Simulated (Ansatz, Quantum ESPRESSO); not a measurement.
# 1T-MgI2, 1 layer: biaxial strain by an ASE script, part 2 of 2

Wanted: deformation of the bands of 1T-MgI2, 1 layer, driven from Python.

Quantum ESPRESSO 7.5; plane-wave DFT, PBE, GBRV ultrasoft pseudopotentials; geometry by Ansatz 0.2.0 with PAW datasets.

So far: The structure; Geometry from Ansatz.

## Step 3: The script

Under ESM bc1 levels count from the vacuum, or from the mean of the two vacuum levels where the sheet has a dipole, so band edges at unlike strains can be compared.

Level of this step: plane-wave DFT, PBE, GBRV ultrasoft pseudopotentials (Quantum ESPRESSO 7.5).

run.py

```python
import json
import numpy as np
from ase import Atoms
from ase.calculators.espresso import Espresso, EspressoProfile

profile = EspressoProfile(command='mpirun -n 4 pw.x -nk 4', pseudo_dir='../pseudo')
pseudopotentials = {'I': 'i_pbe_v1.uspp.F.UPF', 'Mg': 'mg_pbe_v1.4.uspp.F.UPF'}
system = {'ecutwfc': 40, 'ecutrho': 200, 'occupations': 'smearing', 'smearing': 'fd', 'degauss': 0.002}


def calculator(name, kpts, **extra):
    data = dict(control=dict(tprnfor=True, verbosity='high', disk_io='none'),
                system=system | extra,
                electrons=dict(conv_thr=1e-09, mixing_beta=0.4, mixing_mode='plain',
                               electron_maxstep=100))
    return Espresso(profile=profile, directory=name, pseudopotentials=pseudopotentials, kpts=kpts, input_data=data)


def centre(atoms):
    z = atoms.positions[:, 2]
    atoms.positions[:, 2] -= (z.max() + z.min()) / 2  # ESM wants the slab about z = 0
    return atoms

sheet = Atoms(
    ['I', 'Mg', 'I'],
    scaled_positions=[
        [0.6666666667, 0.3333333333, 0.4048507744],
        [0.0000000000, 0.0000000000, 0.5000001197],
        [0.3333333333, 0.6666666667, 0.5951491059]],
    cell=[
        [4.203147733527, 0.000000000000, 0.000000000000],
        [-2.101573866764, 3.640032713093, 0.000000000000],
        [0.000000000000, 0.000000000000, 17.592103585900]],
    pbc=True)

rows = []
for strain in [-0.03, -0.015, 0.0, 0.015, 0.03]:
    atoms = sheet.copy()
    atoms.set_cell(sheet.cell.array * [[1 + strain], [1 + strain], [1]], scale_atoms=True)
    atoms = centre(atoms)
    atoms.calc = calculator(f's{strain:+.3f}', (12, 12, 1), assume_isolated='esm', esm_bc='bc1', nbnd=16)
    energy = atoms.get_potential_energy()
    levels = np.array([atoms.calc.get_eigenvalues(kpt=i) for i in range(len(atoms.calc.get_ibz_k_points()))])
    top, bottom = levels[:, 11].max(), levels[:, 12].min()
    direct = (levels[:, 12] - levels[:, 11]).min()
    rows.append([strain, energy, top, bottom, direct])
    print(f'strain {strain:+.3f}: E = {energy:.5f} eV, valence top {top:.3f}, conduction bottom {bottom:.3f}, '
          f'gap {bottom - top:.3f}, least direct gap {direct:.3f} eV')

x, energy, top, bottom, direct = np.array(rows).T
area = np.linalg.norm(np.cross(*sheet.cell[:2]))
stiffness = np.polyfit(x, energy, 2)[0] / area * 16.0218  # C11 + C12, heights clamped
print(f'valence and conduction edges move by {np.polyfit(x, top, 1)[0]:.2f} and {np.polyfit(x, bottom, 1)[0]:.2f} eV per unit biaxial strain')
print(f'C11 + C12 with clamped heights: {stiffness:.1f} N/m')
json.dump(dict(rows=rows, stiffness=stiffness), open('result.json', 'w'))
```

Run with:

```sh
> OMP_NUM_THREADS=1 python run.py
```

The program printed:

```text
strain -0.030: E = -3494.72133 eV, valence top -6.256, conduction bottom -2.619, gap 3.637, least direct gap 4.160 eV
strain -0.015: E = -3494.75572 eV, valence top -6.369, conduction bottom -2.720, gap 3.648, least direct gap 4.082 eV
strain +0.000: E = -3494.76707 eV, valence top -6.470, conduction bottom -2.819, gap 3.650, least direct gap 3.982 eV
strain +0.015: E = -3494.75805 eV, valence top -6.559, conduction bottom -2.916, gap 3.643, least direct gap 3.877 eV
strain +0.030: E = -3494.73085 eV, valence top -6.639, conduction bottom -3.012, gap 3.628, least direct gap 3.768 eV
valence and conduction edges move by -6.38 and -6.53 eV per unit biaxial strain
C11 + C12 with clamped heights: 47.7 N/m
```

Wall time 3.4 min (4 MPI ranks of Arm Neoverse V2, shared host); peak memory 0.77 GiB; 13 min of CPU time.

The input that ASE wrote for the first run, and its log:

```
&CONTROL
   verbosity        = 'high'
   tprnfor          = .true.
   disk_io          = 'none'
   pseudo_dir       = '../pseudo'
/
&SYSTEM
   nbnd             = 16
   ecutwfc          = 40
   ecutrho          = 200
   occupations      = 'smearing'
   degauss          = 0.002
   smearing         = 'fd'
   assume_isolated  = 'esm'
   esm_bc           = 'bc1'
   ntyp             = 2
   nat              = 3
   ibrav            = 0
/
&ELECTRONS
   electron_maxstep = 100
   conv_thr         = 1e-09
   mixing_mode      = 'plain'
   mixing_beta      = 0.4
/
&IONS
/
&CELL
/
&FCP
/
&RISM
/
ATOMIC_SPECIES
I 126.90447 i_pbe_v1.uspp.F.UPF
Mg 24.305 mg_pbe_v1.4.uspp.F.UPF

K_POINTS automatic
12 12 1  0 0 0

CELL_PARAMETERS angstrom
4.07705330152119 0.00000000000000 0.00000000000000
-2.03852665076108 3.53083173170021 0.00000000000000
0.00000000000000 0.00000000000000 17.59210358590000

ATOMIC_POSITIONS angstrom
I 2.0385266510 1.1769439104 -1.6738739800  
Mg 0.0000000000 0.0000000000 0.0000031587  
I -0.0000000002 2.3538878213 1.6738739800
```

```text
Program PWSCF v.7.5 starts
[citation notice left out]

     Parallel version (MPI & OpenMP), running on       4 processor cores
     Number of MPI processes:                 4
     Threads/MPI process:                     1

     MPI processes distributed on     1 nodes
[... 1 line left out ...]

Warning: card &CELL ignored
Warning: card &FCP ignored
Warning: card &RISM ignored

     Current dimensions of program PWSCF are:
     Max number of different atomic species (ntypx) = 10
     Max number of k-points (npk) =  40000
     Max angular momentum in pseudopotentials (lmaxx) =  4
     Message from routine setup:
     using ibrav=0 with symmetry is DISCOURAGED, use correct ibrav instead

     K-points division:     npool     =       4
     Subspace diagonalization in iterative solution of the eigenvalue problem:
     a serial algorithm will be used

     G-vector sticks info
     --------------------
     sticks:   dense  smooth     PW     G-vecs:    dense   smooth      PW
     Sum         823     649    199                81659    58441    9439

     Using Slab Decomposition

     bravais-lattice index     =            0
     lattice parameter (alat)  =       7.7045  a.u.
     unit-cell volume          =    1708.9832 (a.u.)^3
     number of atoms/cell      =            3
     number of atomic types    =            2
     number of electrons       =        24.00
     number of Kohn-Sham states=           16
     kinetic-energy cutoff     =      40.0000  Ry
     charge density cutoff     =     200.0000  Ry
     scf convergence threshold =      1.0E-09
     mixing beta               =       0.4000
     number of iterations used =            8  plain     mixing
     Exchange-correlation=  SLA  PW   PBX  PBC
                           (   1   4   3   4   0   0   0)

     Effective Screening Medium Method
     =================================
     Boundary Conditions: Vacuum-Slab-Vacuum
     total charge in unit cell        =   0.0000
     grid points for fit at edges     =        4

[... 10 lines left out ...]
     PseudoPot. # 1 for I  read from file:
     ../pseudo/i_pbe_v1.uspp.F.UPF
     Pseudo is Ultrasoft + core correction, Zval =  7.0
     Generated by new atomic code, or converted to UPF format
     Using radial grid of  893 points,  6 beta functions with:
                l(1) =   0
                l(2) =   0
                l(3) =   1
                l(4) =   1
                l(5) =   2
                l(6) =   2
     Q(r) pseudized with  8 coefficients,  rinner =    1.500   1.500   1.500
                                                       1.500   1.500

     PseudoPot. # 2 for Mg read from file:
     ../pseudo/mg_pbe_v1.4.uspp.F.UPF
     Pseudo is Ultrasoft, Zval = 10.0
     Generated by new atomic code, or converted to UPF format
     Using radial grid of  821 points,  7 beta functions with:
                l(1) =   0
                l(2) =   0
[... 694 lines left out ...]

     End of self-consistent calculation

          k = 0.0000 0.0000 0.0000 (  7345 PWs)   bands (ev):

   -81.3935 -48.1590 -48.1590 -48.1552 -18.3497 -17.7908  -9.4936  -7.1066
    -6.5432  -6.5432  -6.2561  -6.2561  -2.0850  -1.2812  -0.6243  -0.4013

     occupation numbers
     1.0000   1.0000   1.0000   1.0000   1.0000   1.0000   1.0000   1.0000
     1.0000   1.0000   1.0000   1.0000   0.0000   0.0000   0.0000   0.0000

[... 108 lines left out ...]

     the Fermi energy is    -4.4030 ev

!    total energy              =    -256.85730265 Ry
     estimated scf accuracy    <          2.4E-10 Ry
     smearing contrib. (-TS)   =       0.00000000 Ry
     internal energy E=F+TS    =    -256.85730265 Ry

     The total energy is F=E-TS. E is the sum of the following terms:
     one-electron contribution =     317.72268679 Ry
     hartree contribution      =    -163.36414345 Ry
     xc contribution           =    -113.82368591 Ry
     ewald contribution        =    -297.39216008 Ry

     convergence has been achieved in  33 iterations

     negative rho (up, down):  6.475E-05 0.000E+00

     Forces acting on atoms (cartesian axes, Ry/au):

     atom    1 type  1   force =     0.00000000    0.00000000   -0.00910467
     atom    2 type  2   force =     0.00000000    0.00000000    0.00000000
     atom    3 type  1   force =    -0.00000000   -0.00000000    0.00910467
     The non-local contrib.  to forces
     atom    1 type  1   force =     0.00000000    0.00000000    0.09715073
     atom    2 type  2   force =     0.00000000    0.00000000    0.00000000
     atom    3 type  1   force =    -0.00000000   -0.00000000   -0.09715073
     The ionic contribution  to forces
     atom    1 type  1   force =    -0.00000000    0.00000000  -26.82048844
     atom    2 type  2   force =     0.00000000   -0.00000000    0.00002152
     atom    3 type  1   force =     0.00000000   -0.00000000   26.82046692
     The local contribution  to forces
     atom    1 type  1   force =    -0.00000000    0.00000000   26.72824443
     atom    2 type  2   force =     0.00000000   -0.00000000   -0.00134597
     atom    3 type  1   force =     0.00000000   -0.00000000  -26.72824497
     The core correction contribution to forces
     atom    1 type  1   force =     0.00000000   -0.00000000   -0.01404913
     atom    2 type  2   force =     0.00000000    0.00000000    0.00000000
     atom    3 type  1   force =    -0.00000000    0.00000000    0.01404913
     The Hubbard contrib.    to forces
     atom    1 type  1   force =     0.00000000    0.00000000    0.00000000
     atom    2 type  2   force =     0.00000000    0.00000000    0.00000000
     atom    3 type  1   force =     0.00000000    0.00000000    0.00000000
     The SCF correction term to forces
     atom    1 type  1   force =     0.00000000    0.00000000    0.00002671
     atom    2 type  2   force =    -0.00000000   -0.00000000   -0.00000000
     atom    3 type  1   force =     0.00000000    0.00000000   -0.00002671

     Total force =     0.012876     Total SCF correction =     0.000038
     Message from routine punch:
     Nothing written, as per user request (disk_io='none')

[... 1 line left out ...]

[... 1 line left out ...]

[... 1 line left out ...]

[... 3 lines left out ...]

[... 1 line left out ...]

[... 2 lines left out ...]

[... 1 line left out ...]

[... 1 line left out ...]

=------------------------------------------------------------------------------=
   JOB DONE.
=------------------------------------------------------------------------------=
```

Numbers from this step:

```
biaxial stiffness : 47.72 N/m
```

The band edge from the vacuum level by biaxial strain:

```csv
biaxial strain (%),valence top (eV),conduction bottom (eV)
-3.00,-6.26,-2.62
-1.50,-6.37,-2.72
0.00,-6.47,-2.82
1.50,-6.56,-2.92
3.00,-6.64,-3.01
```

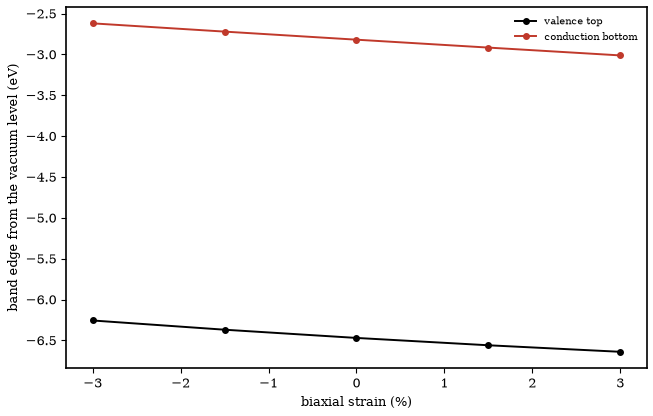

Band edge from the vacuum level, plotted against biaxial strain.

Gap against biaxial strain:

```csv
biaxial strain (%),on the mesh (eV),least direct (eV)
-3.00,3.64,4.16
-1.50,3.65,4.08
0.00,3.65,3.98
1.50,3.64,3.88
3.00,3.63,3.77
```

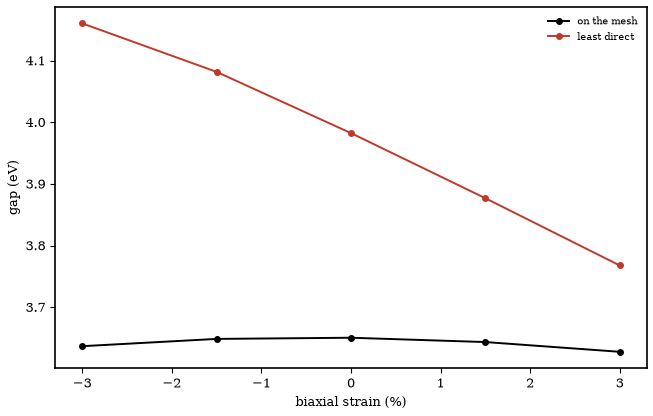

Gap against biaxial strain.

The energy over the lowest by biaxial strain:

```csv
biaxial strain (%),energy over the lowest (meV)
-3.00,45.7
-1.50,11.3
0.00,0
1.50,9.02
3.00,36.2
```

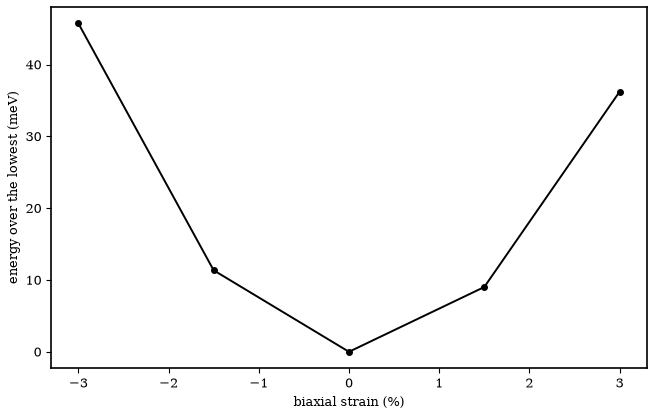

Energy over the lowest against biaxial strain.

## Step 4: The script: RPBE, GBRV ultrasoft

Level of this step: plane-wave DFT, RPBE, GBRV ultrasoft pseudopotentials made under PBE (Quantum ESPRESSO 7.5). input_dft overrides the functional of the files.

run.py is the input of step 3 with these lines changed:

```diff
@@ -7,3 +7,3 @@
 pseudopotentials = {'I': 'i_pbe_v1.uspp.F.UPF', 'Mg': 'mg_pbe_v1.4.uspp.F.UPF'}
-system = {'ecutwfc': 40, 'ecutrho': 200, 'occupations': 'smearing', 'smearing': 'fd', 'degauss': 0.002}
+system = {'ecutwfc': 40, 'ecutrho': 200, 'input_dft': 'rpbe', 'occupations': 'smearing', 'smearing': 'fd', 'degauss': 0.002}
```

Run with:

```sh
> OMP_NUM_THREADS=1 python run.py
```

The program printed:

```text
strain -0.030: E = -3498.29530 eV, valence top -6.189, conduction bottom -2.418, gap 3.771, least direct gap 4.283 eV
strain -0.015: E = -3498.35563 eV, valence top -6.304, conduction bottom -2.521, gap 3.783, least direct gap 4.206 eV
strain +0.000: E = -3498.39200 eV, valence top -6.406, conduction bottom -2.621, gap 3.785, least direct gap 4.114 eV
strain +0.015: E = -3498.40698 eV, valence top -6.497, conduction bottom -2.720, gap 3.777, least direct gap 4.014 eV
strain +0.030: E = -3498.40274 eV, valence top -6.578, conduction bottom -2.817, gap 3.761, least direct gap 3.908 eV
valence and conduction edges move by -6.47 and -6.64 eV per unit biaxial strain
C11 + C12 with clamped heights: 50.0 N/m
```

The job ended after 2.6 min (4 MPI ranks; peak memory 0.77 GiB).

This step gave:

| Item | Value |
| --- | --- |
| biaxial stiffness | 50.04 N/m |

Band edge from the vacuum level against biaxial strain:

```csv
biaxial strain (%),valence top (eV),conduction bottom (eV)
-3.00,-6.19,-2.42
-1.50,-6.30,-2.52
0.00,-6.41,-2.62
1.50,-6.50,-2.72
3.00,-6.58,-2.82
```

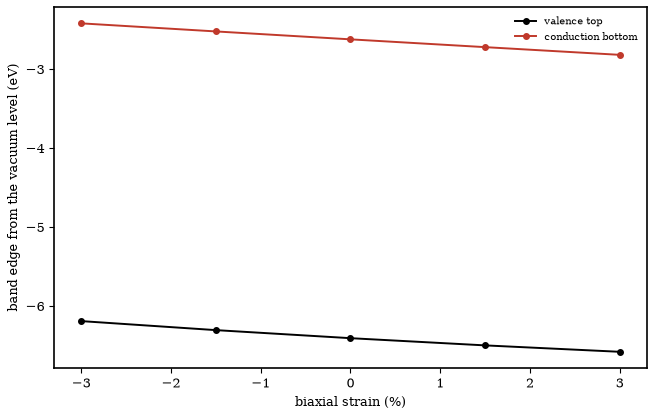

Band edge from the vacuum level against biaxial strain.

Gap against biaxial strain:

```csv
biaxial strain (%),on the mesh (eV),least direct (eV)
-3.00,3.77,4.28
-1.50,3.78,4.21
0.00,3.78,4.11
1.50,3.78,4.01
3.00,3.76,3.91
```

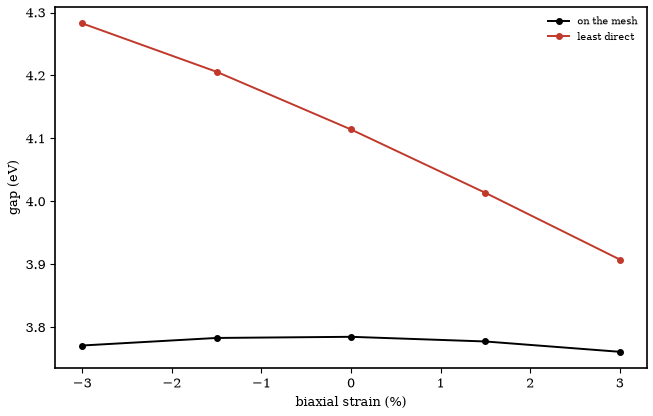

Gap against biaxial strain.

The energy over the lowest by biaxial strain:

```csv
biaxial strain (%),energy over the lowest (meV)
-3.00,112
-1.50,51.4
0.00,15.0
1.50,0
3.00,4.24
```

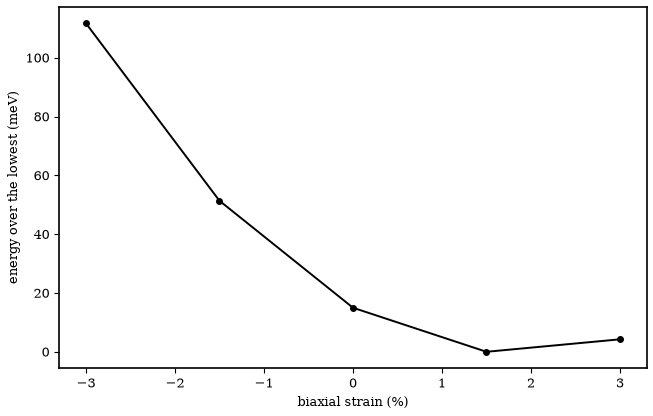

Energy over the lowest against biaxial strain.

## Step 5: A check by hand

Under equal strain ε in the plane, E = A (C11 + C12) ε². From the points at ±1.5 %: d²E/dε² = (11.35 + 9.02 − 2 × 0.00) meV / 0.015² = 91 eV, and 91/(2 × 15.300 Å²) × 16.02 = 47 N/m.

## Step 6: Results

| Item | Value |
| --- | --- |
| C11 + C12, heights clamped, PBE, GBRV ultrasoft | 48 N/m |
| gap on the mesh at zero strain, PBE, GBRV ultrasoft | 3.65 eV |
| valence top below the vacuum at zero strain, PBE, GBRV ultrasoft | 6.47 eV |
| shift of the valence top per unit biaxial strain, PBE, GBRV ultrasoft | -6.4 eV |
| shift of the conduction bottom per unit biaxial strain, PBE, GBRV ultrasoft | -6.5 eV |
| C11 + C12, heights clamped, RPBE, GBRV ultrasoft (made under PBE) | 50 N/m |
| gap on the mesh at zero strain, RPBE, GBRV ultrasoft (made under PBE) | 3.78 eV |
| valence top below the vacuum at zero strain, RPBE, GBRV ultrasoft (made under PBE) | 6.41 eV |
| shift of the valence top per unit biaxial strain, RPBE, GBRV ultrasoft (made under PBE) | -6.5 eV |
| shift of the conduction bottom per unit biaxial strain, RPBE, GBRV ultrasoft (made under PBE) | -6.6 eV |

**Reading.** The sheet's biaxial stiffness comes to 48 N/m and its gap at zero strain to 3.65 eV (PBE, GBRV ultrasoft). From −3 % to +3 % the gap on the mesh goes from 3.64 to 3.63 eV; it is indirect at every strain. Heights are clamped under strain, which makes a sheet with several atomic planes too stiff. Zero strain is the PBE cell; under RPBE the energy is lowest near +1.9 %, so its stiffness is taken away from its own minimum. Semilocal gaps are too small. Spin-orbit coupling is left out; depending on the atoms that carry the levels of interest, it can split and shift them by tens to hundreds of meV.

[Logs are printed without paths, hosts, clocks, repeated set-up lines and the standing remarks that a program may print on its own settings, such as how far it seeks lower states.]

[Hosts, paths, dates, database ids (printed as entryN), source tags and the programs' standing remarks are cut or masked in the printed files.]

[Maps of the electrostatic potential energy from Ansatz leave out the sawtooth potential of an applied field or a dipole correction, so their vacuum need not be flat; planar profiles and work functions include it.]
